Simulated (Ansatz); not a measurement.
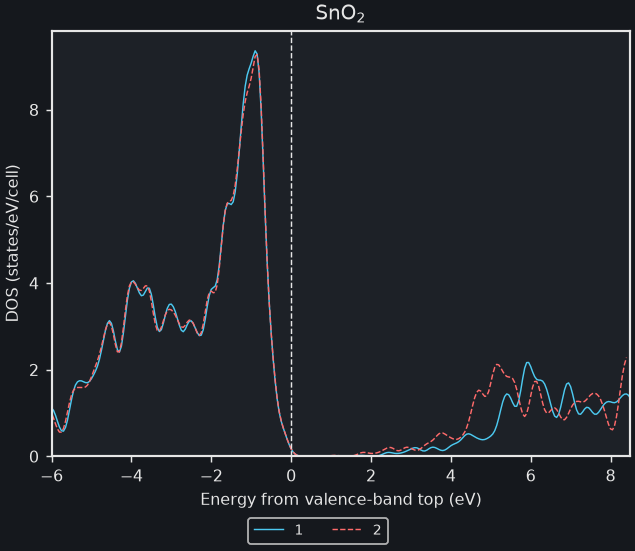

Total densities of states of SnO₂, space group P4_2/mnm, 6 atoms in the cell, by two methods on the same cell. The curves are built from the levels of the k mesh with Gaussians 0.3 eV wide, which also blur the band edges. Each is counted from its own valence-band top.

Which curve is which? The methods: PBE, r2SCAN.

Answer. 1 is r2SCAN; 2 is PBE. r2SCAN gives a gap of 1.77 eV and PBE gives a gap of 1.10 eV.

Settings. r2SCAN: DFT, r2SCAN, plane waves, PAW, no spin polarisation, 6×6×8 k mesh, 500 eV cutoff (Ansatz 0.2.0). PBE: DFT, PBE, plane waves, PAW, no spin polarisation, 6×6×8 k mesh, 420 eV cutoff (Ansatz).
